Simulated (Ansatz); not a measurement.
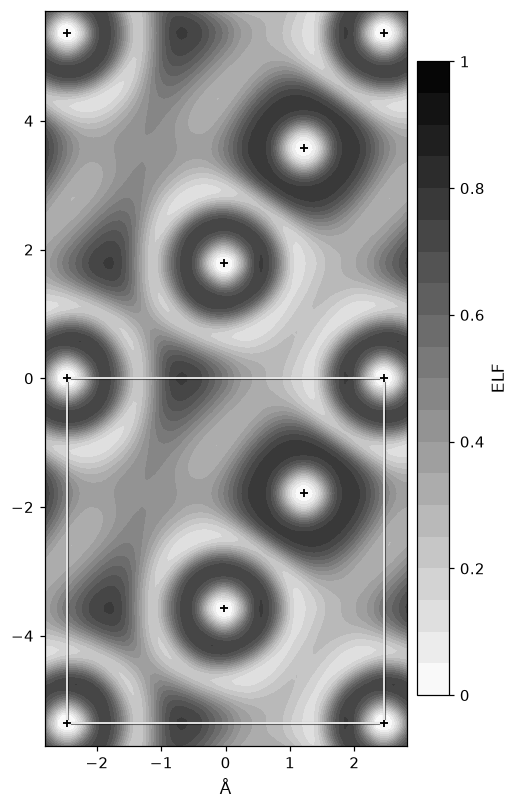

The ELF on a plane through atoms (crosses mark nuclei in the plane).

The calculation used DFT PBEsol, scalar-relativistic, plane waves, PAW in Ansatz 0.2.0.

Candidates:
A. Ta$_{2}$C, a = 3.09 Å, b = 3.09 Å, c = 4.92 Å, α = 90.00°, β = 90.00°, γ = 120.00°. Space group P-3m1.
B. BP, a = 4.52 Å, b = 4.52 Å, c = 4.52 Å, α = 90.00°, β = 90.00°, γ = 90.00°. Space group F-43m.
C. TiO$_{2}$, a = 4.59 Å, b = 4.59 Å, c = 2.94 Å, α = 90.00°, β = 90.00°, γ = 90.00°. Space group P4₂/mnm; computed without spin polarisation.

**Which candidate gave the map?**

Candidate A: Ta$_{2}$C on the (110) plane of the conventional cell, which holds Ta and C. Ta–C (2.18 Å): the ELF peaks at about 0.75 in the valence shell of C, 0.7 Å from its nucleus, and is about 0.25 at the midpoint. Ta–Ta (3.02 Å): the ELF is about 0.40 at the midpoint.
